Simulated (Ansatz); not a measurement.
# Two runs on B₅N

System: B₅N (6 atoms in the cell).
Method of run A: DFT PBE, scalar-relativistic, plane waves, PAW, no spin polarisation (Ansatz 0.2.0).

The structure was made by a generator, so it may or may not be a known phase. Text and figures count atoms from 1; the logs count them from 0 in places.

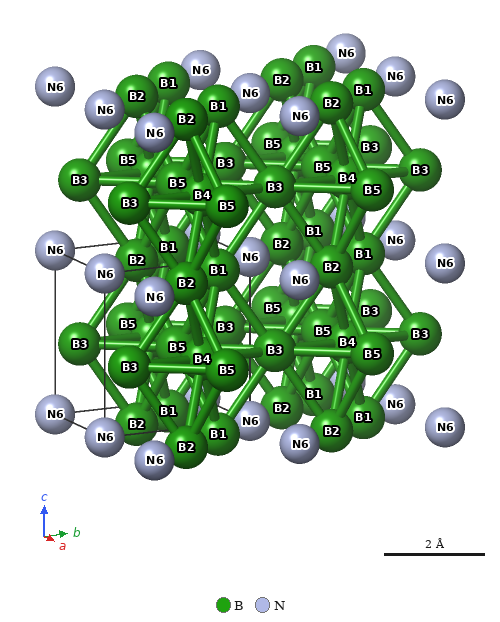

The structure (ball-and-stick view of the cell of the calculation, repeated 2 × 2 × 2, seen slightly off an axis; atoms are numbered from 1 in the order of the input). An atom can appear more than once, as a periodic image.

### Input, run A
```yaml
crystal:
  lattice:
    - [4.08765131, 0.0, 0.0]
    - [-2.04382565, 3.54000988, 0.0]
    - [0.0, 0.0, 3.32953679]
  atoms:
    - { symbol: B, position: [0.33333333, 0.66666667, 0.0] }
    - { symbol: B, position: [0.66666667, 0.33333333, 0.0] }
    - { symbol: B, position: [0.5, 0.0, 0.5] }
    - { symbol: B, position: [0.5, 0.5, 0.5] }
    - { symbol: B, position: [0.0, 0.5, 0.5] }
    - { symbol: "N", position: [0.0, 0.0, 0.0] }
basis:
  ecutwfc: 420
kpoints:
  mp_grid: { grid: [6, 6, 6] }
hamiltonian:
  xc: pbe
scf:
  occupations: { method: gaussian, width: 0.1 }
  lower_state_search: "off"
output:
  forces: true
  stress: true
  eigenvalues: true
```

Command:
```bash
ansatz run input.yaml --threads 1 --pin off --max-ram 2560MiB --backend cpu --events-out ev --progress --plain --runs-dir out
```

Hardware: 1 thread of Arm Neoverse V1, 24 GiB of memory available, shared host.

### Output, shortened to warnings, some set-up lines, iterations and results (run A)
```
Basis set: ecut = 420 eV, 911 PW (Γ), exchange–correlation on 60×60×48 points (8 copies of the dense FFT grid, shifted against one another)
Symmetry: 24 space group operations
k-points: 28 of 216
Initial density: superposition of atomic densities (neutral atoms: chi_scale 0, normalization atom), corrected by the library's trained network
[...]
SCF iter   1: F=—  HF=-1151.638252 eV  |F-HF|=—  |Δ(HF+E_count)|=         —  Δρ=8.28e-3  dr2=3.82e-2  ethr=1.77e-3  ⟨swp⟩=4.2  Hψ=2295  notcnv=0
SCF iter   2: F=—  HF=-1151.635175 eV  |F-HF|=—  |Δ(HF+E_count)|=   3.08e-3  Δρ=5.14e-3  dr2=1.60e-2  ethr=1.91e-4  ⟨swp⟩=1.0  Hψ=672  notcnv=0
SCF iter   3: F=—  HF=-1151.633288 eV  |F-HF|=—  |Δ(HF+E_count)|=   1.89e-3  Δρ=3.68e-4  dr2=7.12e-5  ethr=8.02e-5  ⟨swp⟩=1.5  Hψ=521  notcnv=0
SCF iter   4: F=—  HF=-1151.633335 eV  |F-HF|=—  |Δ(HF+E_count)|=   4.69e-5  Δρ=8.25e-5  dr2=2.05e-6  ethr=3.56e-7  ⟨swp⟩=2.2  Hψ=626  notcnv=0
SCF iter   5: F=-1151.633336 eV  HF=-1151.633336 eV  |F-HF|=8.15e-9  |Δ(HF+E_count)|=   4.04e-7  Δρ=1.02e-5  dr2=2.95e-8  ethr=1.02e-8  ⟨swp⟩=2.5  Hψ=707  notcnv=0
SCF iter   6: F=-1151.633336 eV  HF=-1151.633336 eV  |F-HF|=1.02e-9  |Δ(HF+E_count)|=   5.98e-9  Δρ=1.83e-6  dr2=1.86e-9  ethr=1.47e-10  ⟨swp⟩=3.9  Hψ=1588  notcnv=0
SCF 1 converged in 6 iterations: F = -1151.633336 eV  dr2 = 1.86e-9
SCF converged after 6 iterations
Free energy (F): -1151.633336 eV
Harris-Foulkes:  -1151.633336 eV  (|F-HF|=1.02e-9)
Internal energy: -1151.617530 eV  (E = F + TS)
E sigma→0 (E₀):  -1151.625433 eV
Entropy (-TS):   -0.015805 eV (-2.634 meV/atom)
Fermi energy:    9.052133 eV
--- Per-component energies (eV) ---
  E_band       = 47.204055
  E_kinetic    = 334.433225
  E_local      = -214.220261  (includes V_loc(G=0)·N_el)
  E_nonlocal   = 105.752186
  E_hartree    = 51.497004
  E_xc         = -209.812108
  E_vxc        = -252.988050  (∫ρ·V_xc dr)
  E_paw        = -516.666140  (= ΣΔE_a)
  E_vpaw       = -28.766783  (= ΣTr[D̂ρ^β])
  E_aug_tail   = 0.000070  (compensation charges beyond the density's cutoff)
  E_ewald      = -702.601506
  E_smearing   = -0.015805  (= −TS)
  E_closure    = 0.000000  (closes the sum)
  Σ components = -1151.633336   (vs F -1151.633336, Δ=0.00e0)
--- Forces (eV/Å), atoms counted from 1 ---
  atom   1  B     -0.00000000     0.00000000     0.00000000
  atom   2  B      0.00000000    -0.00000000    -0.00000000
  atom   3  B      0.00000000    -0.00000000     0.00000000
  atom   4  B     -0.00000000    -0.00000000     0.00000000
  atom   5  B      0.00000000    -0.00000000     0.00000000
  atom   6  N      0.00000000    -0.00000000     0.00000000
  max |Σ_I F_I| component: 4.63e-18 eV/Å
--- Stress (GPa, compression-positive) ---
      -22.796305      -0.000000       0.000000
       -0.000000     -22.796305      -0.000000
        0.000000      -0.000000     -44.061819
  P = ⅓ Tr σ = -29.8848 GPa (-298.848 kbar)
```

For run B the input was changed thus:
```diff
-    - { symbol: "N", position: [0.0, 0.0, 0.0] }
+    - { symbol: "N", position: [0.0, 0.0, 0.0], spin: 1.0 }
+  populations: true
+magnetization:
+  spin_polarized: true
```

How does run B compare with run A?

With the same functional and potentials, run B lies 0.09 meV per atom lower. With spin allowed, the absolute moment of the cell comes to 0.17 μB. The SCF takes 28 iterations against 6.

### Output, shortened to warnings, some set-up lines, iterations and results (run B)
```
Basis set: ecut = 420 eV, 911 PW (Γ), exchange–correlation on 60×60×48 points (8 copies of the dense FFT grid, shifted against one another)
Symmetry: 24 space group operations
k-points: 28 of 216
[...]
SCF iter   1: F=—  HF=-1152.845759 eV  |F-HF|=—  |Δ(HF+E_count)|=         —  Δρ=5.99e-2 (↑5.99e-2 ↓3.89e-2)  dr2=8.80e0  dr2_m=6.65e-2  M=0.621 μB ∫|m|=0.670 μB  β_m=0.30  …
SCF iter   2: F=—  HF=-1151.771060 eV  |F-HF|=—  |Δ(HF+E_count)|=    1.07e0  Δρ=1.68e-2 (↑1.68e-2 ↓1.50e-2)  dr2=4.76e-1  dr2_m=5.10e-3  M=0.662 μB ∫|m|=0.804 μB  β_m=0.30  …
SCF iter   3: F=—  HF=-1151.653191 eV  |F-HF|=—  |Δ(HF+E_count)|=   1.18e-1  Δρ=1.03e-2 (↑1.03e-2 ↓9.96e-3)  dr2=1.57e-1  dr2_m=4.57e-3  M=0.631 μB ∫|m|=0.773 μB  β_m=0.30  …
SCF iter   4: F=—  HF=-1151.603534 eV  |F-HF|=—  |Δ(HF+E_count)|=   4.97e-2  Δρ=5.10e-3 (↑5.10e-3 ↓3.63e-3)  dr2=5.63e-3  dr2_m=6.42e-3  M=0.586 μB ∫|m|=0.731 μB  β_m=0.30  …
SCF iter   5: F=—  HF=-1151.606449 eV  |F-HF|=—  |Δ(HF+E_count)|=   2.91e-3  Δρ=4.11e-3 (↑3.05e-3 ↓4.11e-3)  dr2=2.20e-3  dr2_m=5.25e-3  M=0.566 μB ∫|m|=0.710 μB  β_m=0.30  …
[... 19 lines ...]
SCF iter  25: F=—  HF=-1151.633858 eV  |F-HF|=—  |Δ(HF+E_count)|=   1.99e-6  Δρ=2.62e-5 (↑2.62e-5 ↓2.00e-5)  dr2=7.07e-7  dr2_m=1.36e-7  M=0.150 μB ∫|m|=0.171 μB  β_m=0.94  …
SCF iter  26: F=-1151.633858 eV  HF=-1151.633858 eV  |F-HF|=2.74e-9  |Δ(HF+E_count)|=   1.40e-7  Δρ=7.18e-6 (↑4.73e-6 ↓7.18e-6)  dr2=1.75e-8  dr2_m=1.04e-8  M=0.149 μB …
SCF iter  27: F=-1151.633858 eV  HF=-1151.633858 eV  |F-HF|=1.27e-9  |Δ(HF+E_count)|=   1.92e-8  Δρ=1.86e-6 (↑1.44e-6 ↓1.86e-6)  dr2=2.90e-9  dr2_m=7.95e-10  M=0.149 μB …
SCF iter  28: F=-1151.633858 eV  HF=-1151.633858 eV  |F-HF|=5.93e-10  |Δ(HF+E_count)|=   1.68e-9  Δρ=6.81e-7 (↑6.81e-7 ↓3.61e-7)  dr2=7.22e-10  dr2_m=2.39e-11  M=0.149 μB …
SCF 1 converged in 28 iterations: F = -1151.633858 eV  dr2 = 7.22e-10
SCF converged after 28 iterations
Magnetization: 0.1494 μB (10.0747 up, 9.9253 down)
Absolute magnetization: 0.1703 μB (∫|ρ↑−ρ↓|, with the PAW one-centre terms)
Spin contamination: 0.0089 ħ² per cell (⟨S²⟩ above its minimum at these occupations)
Per-site moments (μB) at R_I (Å): [(-0.0002605111353314311, 0.8417286213134494), (-0.00026051113533142993, 0.8417286213134494), (0.002499509982045783, 0.8417286213134494), (0.002499509982045794, 0.8417286213134494), (0.002499509982045717, 0.8417286213134494), (0.13486884328947374, …
Free energy (F): -1151.633858 eV
Harris-Foulkes:  -1151.633858 eV  (|F-HF|=5.93e-10)
Internal energy: -1151.619263 eV  (E = F + TS)
E sigma→0 (E₀):  -1151.626560 eV
Entropy (-TS):   -0.014595 eV (-2.432 meV/atom)
Fermi energy:    9.035295 eV
--- Per-component energies (eV) ---
  E_band       = 47.225128
  E_kinetic    = 334.456781
  E_local      = -214.270360  (includes V_loc(G=0)·N_el)
  E_nonlocal   = 105.765521
  E_hartree    = 51.524849
  E_xc         = -209.819558
  E_vxc        = -252.997695  (∫ρ·V_xc dr)
  E_paw        = -516.675060  (= ΣΔE_a)
  E_vpaw       = -28.778633  (= ΣTr[D̂ρ^β])
  E_aug_tail   = 0.000070  (compensation charges beyond the density's cutoff)
  E_ewald      = -702.601506
  E_smearing   = -0.014595  (= −TS)
  E_closure    = -0.000000  (closes the sum)
  Σ components = -1151.633858   (vs F -1151.633858, Δ=0.00e0)
--- Forces (eV/Å), atoms counted from 1 ---
  atom   1  B      0.00000000     0.00000000     0.00000000
  atom   2  B     -0.00000000    -0.00000000    -0.00000000
  atom   3  B     -0.00000000     0.00000000     0.00000000
  atom   4  B      0.00000000     0.00000000     0.00000000
  atom   5  B      0.00000000    -0.00000000     0.00000000
  atom   6  N     -0.00000000     0.00000000     0.00000000
  max |Σ_I F_I| component: 2.31e-18 eV/Å
--- Stress (GPa, compression-positive) ---
      -22.611664      -0.000000       0.000000
       -0.000000     -22.611664      -0.000000
        0.000000      -0.000000     -44.264434
  P = ⅓ Tr σ = -29.8293 GPa (-298.293 kbar)
--- Löwdin populations: 6 sites ---
  site symbol       q [e]    m [muB]
     0      B      2.8699    -0.0044
     1      B      2.8699    -0.0044
     2      B      2.9429     0.0016
     3      B      2.9429     0.0016
     4      B      2.9429     0.0016
     5      N      5.2798     0.1530
  spilling = 0.007581 (of n_electrons = 20.000000)
```

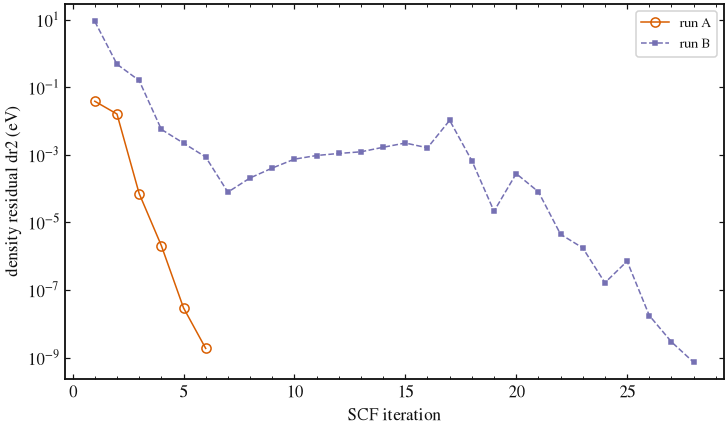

Convergence of the two runs: density residual dr2 against the SCF iteration. Run A takes 6 iterations in all, and run B takes 28.

### The two runs side by side

```tsv
quantity	run A	run B
outcome	converged	converged
free energy per atom (eV)	−191.9389	−191.9390
energy per atom, smearing taken to zero (eV)	−191.9376	−191.9378
gap on the mesh (eV)	0.00	0.00
pressure (GPa)	−29.88	−29.83
largest force (eV/Å)	0.000	0.000
SCF iterations	6	28
irreducible k-points	28	28
plane waves at Γ	911	911
net moment of the cell (μB)	–	0.15
absolute moment of the cell (μB)	–	0.17
wall time (shared host)	1.4 s	8.4 s
```
